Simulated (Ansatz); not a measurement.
## In32P32: single-point calculation (part 2 of 2)

In32P32 (64 atoms in the cell); DFT, HSE06, PAW, plane waves (Ansatz 0.2.0); cutoff 420 eV, 1×1×1 k-mesh, Fermi–Dirac smearing of 0.01 eV. The structure was built on a prototype by a generator.

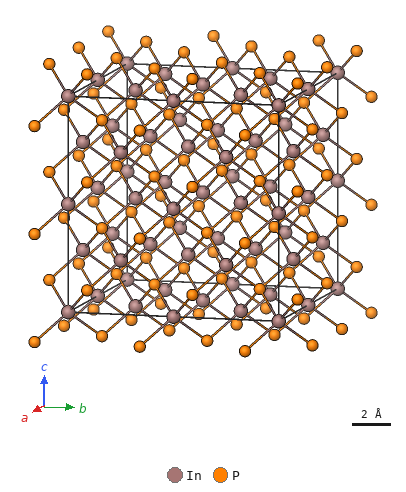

Fig. 1: The structure as given in the input (ball-and-stick view of the cell of the calculation, seen slightly off an axis; bonded neighbours outside the cell are drawn too).

```
hybrid outer 2: dexx = +9.833e-6 eV, tail = 2.35e-7 eV, Δε = 9.29e-4 eV (about 3.44e-5 eV left of the loop's levels)
NSCF: frozen V_eff on 1 k-points
hybrid SCF converged: 2 outer / 9 inner (+5 warm-up), last move |dexx| = 9.83e-6 eV, tail = 2.35e-7 eV
Stability not checked: this state was not tested for a lower state beside it, because the functional holds exact exchange (a hybrid, or Hartree-Fock), whose exchange loop this test does not read (fock_operator; see scf.lower_state_search)
Free energy (F): -203469.144562 eV
Harris-Foulkes:  -203469.144562 eV  (|F-HF|=3.14e-8)
Internal energy: -203469.144562 eV  (E = F + TS)
E sigma→0 (E₀):  -203469.144562 eV
Fermi energy:    7.180877 eV
--- Per-component energies (eV) ---
  E_band       = -2640.850716
  E_kinetic    = 10041.009402
  E_local      = -45027.530942  (includes V_loc(G=0)·N_el)
  E_nonlocal   = 12839.956614
  E_hartree    = 17806.742186
  E_xc         = -7061.750710
  E_vxc        = -4104.617336  (∫ρ·V_xc dr)
  E_exx        = -1295.801048  (= α·E_x^exact, valence–valence)
  E_paw        = -151884.143005  (= ΣΔE_a)
  E_vpaw       = -9411.511889  (= ΣTr[D̂ρ^β])
  E_aug_tail   = 0.000957  (compensation charges beyond the density's cutoff)
  E_ewald      = -38901.566482
  E_core_change = 13.938450  (= ΣΔE_core)
  E_smearing   = -0.000000  (= −TS)
  E_closure    = 0.000016  (closes the sum)
  Σ components = -203469.144562   (vs F -203469.144562, Δ=0.00e0)
--- Forces (eV/Å), atoms counted from 1 ---
  atom   1  In     0.00000000    -0.00000000    -0.00000000
  atom   2  In    -0.00000000    -0.00000000     0.00000000
  atom   3  In     0.00000000    -0.00000000     0.00000000
  atom   4  In     0.00000000    -0.00000000     0.00000000
  atom   5  In     0.00000000     0.00000000    -0.00000000
  atom   6  In    -0.00000000    -0.00000000     0.00000000
  atom   7  In     0.00000000     0.00000000    -0.00000000
  atom   8  In     0.00000000    -0.00000000     0.00000000
  atom   9  In     0.00000000     0.00000000    -0.00000000
  atom  10  In    -0.00000000    -0.00000000    -0.00000000
  atom  11  In     0.00000000    -0.00000000     0.00000000
  atom  12  In    -0.00000000     0.00000000     0.00000000
  atom  13  In     0.00000000     0.00000000    -0.00000000
  atom  14  In    -0.00000000    -0.00000000    -0.00000000
  atom  15  In    -0.00000000    -0.00000000    -0.00000000
  atom  16  In    -0.00000000    -0.00000000    -0.00000000
  atom  17  In    -0.00000000     0.00000000    -0.00000000
  atom  18  In     0.00000000     0.00000000    -0.00000000
  atom  19  In     0.00000000     0.00000000    -0.00000000
  atom  20  In    -0.00000000     0.00000000    -0.00000000
  atom  21  In    -0.00000000     0.00000000     0.00000000
  atom  22  In    -0.00000000     0.00000000     0.00000000
  atom  23  In     0.00000000     0.00000000    -0.00000000
  atom  24  In    -0.00000000     0.00000000    -0.00000000
  atom  25  In    -0.00000000    -0.00000000    -0.00000000
  atom  26  In    -0.00000000    -0.00000000    -0.00000000
  atom  27  In     0.00000000     0.00000000     0.00000000
  atom  28  In    -0.00000000    -0.00000000    -0.00000000
  atom  29  In    -0.00000000     0.00000000    -0.00000000
  atom  30  In     0.00000000    -0.00000000     0.00000000
  atom  31  In    -0.00000000     0.00000000    -0.00000000
  atom  32  In    -0.00000000    -0.00000000     0.00000000
  atom  33  P      0.00000000    -0.00000000    -0.00000000
  atom  34  P     -0.00000000    -0.00000000    -0.00000000
  atom  35  P      0.00000000    -0.00000000    -0.00000000
  atom  36  P      0.00000000    -0.00000000    -0.00000000
  atom  37  P     -0.00000000    -0.00000000     0.00000000
  atom  38  P      0.00000000     0.00000000    -0.00000000
  atom  39  P     -0.00000000    -0.00000000    -0.00000000
  atom  40  P      0.00000000     0.00000000    -0.00000000
  atom  41  P     -0.00000000    -0.00000000    -0.00000000
  atom  42  P     -0.00000000    -0.00000000     0.00000000
  atom  43  P      0.00000000    -0.00000000    -0.00000000
  atom  44  P      0.00000000    -0.00000000     0.00000000
  atom  45  P     -0.00000000     0.00000000     0.00000000
  atom  46  P     -0.00000000     0.00000000     0.00000000
  atom  47  P      0.00000000    -0.00000000     0.00000000
  atom  48  P      0.00000000    -0.00000000     0.00000000
  atom  49  P      0.00000000    -0.00000000    -0.00000000
  atom  50  P      0.00000000    -0.00000000    -0.00000000
  atom  51  P     -0.00000000    -0.00000000    -0.00000000
  atom  52  P      0.00000000    -0.00000000     0.00000000
  atom  53  P      0.00000000    -0.00000000    -0.00000000
  atom  54  P      0.00000000    -0.00000000    -0.00000000
  atom  55  P     -0.00000000    -0.00000000     0.00000000
  atom  56  P      0.00000000     0.00000000     0.00000000
  atom  57  P     -0.00000000    -0.00000000     0.00000000
  atom  58  P     -0.00000000    -0.00000000     0.00000000
  atom  59  P      0.00000000    -0.00000000    -0.00000000
  atom  60  P      0.00000000    -0.00000000    -0.00000000
  atom  61  P     -0.00000000    -0.00000000    -0.00000000
  atom  62  P     -0.00000000     0.00000000     0.00000000
  atom  63  P      0.00000000    -0.00000000     0.00000000
  atom  64  P      0.00000000    -0.00000000    -0.00000000
  max |Σ_I F_I| component: 2.83e-22 eV/Å
--- Band table (eV) ---
  k-point 0: bands = ["-9.6600", "-9.6600", "-9.6600", "-9.6277", "-9.6277", "-9.6277", "-9.6277", "-9.6277", "-9.6277", "-9.5942", ... 142 levels left out ..., "-9.3150", "-9.3150", "-9.3150", "-9.3150", "-9.3150", "-9.2990", "-9.2990", "-9.2990", "-6.1866", "-5.2263", "-5.2263", "-5.2263", "-5.2263", "-5.2263", "-5.2263", "-4.4882", "-4.4882", "-4.4882", "-4.4882", "-4.4882", "-4.4882", "-4.4882", "-4.4882", "-4.4882", "-4.4882", "-4.4882", "-4.4882", "-4.3555", "-4.3555",
      "-4.3555", "-4.3555", "-3.6528", "-3.6528", "-3.6528", "-3.5764", "-3.5764", "-3.5764", "-3.5764", "-3.5764", "-3.5764", "0.2616", "0.2616", "0.2616", "0.2708", "0.2708", "0.2708", "0.2708", "0.4402", "0.4402", "0.4402", "0.4402", "0.4402", "0.4402", "1.3353", "1.3353", "1.3353", "1.3353", "1.3353", "1.3353", "1.3353", "1.3353", "1.3353", "1.3353", "1.3353", "1.3353", "2.9234", "2.9234", "2.9234", "2.9234",
      "2.9234", "2.9234", "3.2781", "3.2781", "3.2781", "3.2781", "3.2781", "3.2781", "3.3546", "3.3546", "3.3546", "3.3546", "3.3546", "3.3546", "3.4465", "3.4465", "3.4465", "3.4465", "3.4465", "3.4465", "3.4465", "3.4465", "3.4465", "3.4465", "3.4465", "3.4465", "3.9480", "3.9480", "3.9480", "3.9480", "3.9480", "3.9480", "4.9415", "4.9415", "4.9415", "4.9415", "4.9415", "4.9415", "4.9415", "4.9415",
      "4.9415", "4.9415", "4.9415", "4.9415", "5.3458", "5.3458", "5.3458", "5.3458", "5.3458", "5.3458", "5.3458", "5.3458", "5.3458", "5.3458", "5.3458", "5.3458", "5.3999", "5.3999", "5.3999", "5.3999", "5.3999", "5.3999", "5.3999", "5.3999", "6.4432", "6.4432", "6.4432", "7.9075", "8.6904", "8.6904", "8.6904", "8.6904", "8.8322", "8.8322", "8.8322", "9.4453", "9.4453", "9.4453", "9.6500", "9.6500",
      "9.6500", "9.6500", "9.6500", "9.6500", "10.2676", "10.2676", "10.2676", "10.2676", "10.2676", "10.2676", "10.2676", "10.2676", "10.2676", "10.2676", "10.2676", "10.2676", "10.3762", "10.3762", "10.3762", "10.3762", "10.3762", "10.3762", "11.3529", "11.3529", "11.3529", "11.4816", "11.4816", "11.4816", "11.4816", "11.4816", "11.4816", "11.7956", "11.7956", "11.7956", "11.7956", "11.7956", "11.7956", "12.0874", "12.0874", "12.0874",
      "12.0874", "12.0874", "12.0874", "12.0874", "12.0874", "12.3955", "12.3955", "12.3955", "12.3955", "12.3955", "12.3955"]
--- Löwdin populations: 64 sites ---
  site symbol       q [e]
     0     In     12.6332
     1     In     12.6332
     2     In     12.6332
     3     In     12.6332
     4     In     12.6332
     5     In     12.6332
     6     In     12.6332
     7     In     12.6332
     8     In     12.6332
     9     In     12.6332
    10     In     12.6332
    11     In     12.6332
    12     In     12.6332
    13     In     12.6332
    14     In     12.6332
    15     In     12.6332
    16     In     12.6332
    17     In     12.6332
    18     In     12.6332
    19     In     12.6332
    20     In     12.6332
    21     In     12.6332
    22     In     12.6332
    23     In     12.6332
    24     In     12.6332
    25     In     12.6332
    26     In     12.6332
    27     In     12.6332
    28     In     12.6332
    29     In     12.6332
    30     In     12.6332
    31     In     12.6332
    32      P      5.3232
    33      P      5.3232
    34      P      5.3232
    35      P      5.3232
    36      P      5.3232
    37      P      5.3232
    38      P      5.3232
    39      P      5.3232
    40      P      5.3232
    41      P      5.3232
    42      P      5.3232
    43      P      5.3232
    44      P      5.3232
    45      P      5.3232
    46      P      5.3232
    47      P      5.3232
    48      P      5.3232
    49      P      5.3232
    50      P      5.3232
    51      P      5.3232
    52      P      5.3232
    53      P      5.3232
    54      P      5.3232
    55      P      5.3232
    56      P      5.3232
    57      P      5.3232
    58      P      5.3232
    59      P      5.3232
    60      P      5.3232
    61      P      5.3232
    62      P      5.3232
    63      P      5.3232
  spilling = 0.002424 (of n_electrons = 576.000000)
```

### Key numbers

| quantity | value |
| --- | --- |
| outcome | converged |
| space group (tolerance 0.01 Å) | F-43m (216) |
| electrons treated | 576 |
| free energy | −203469.1446 eV |
| Fermi energy | 7.181 eV |
| largest force (length of the vector) | under 0.001 eV/Å |
| wall time | 39 s (CPU time 2.4 min) |
| peak memory | 5.3 GiB |

### Remarks

The k-point mesh is coarse for a cell of this size, so the results may not be converged.
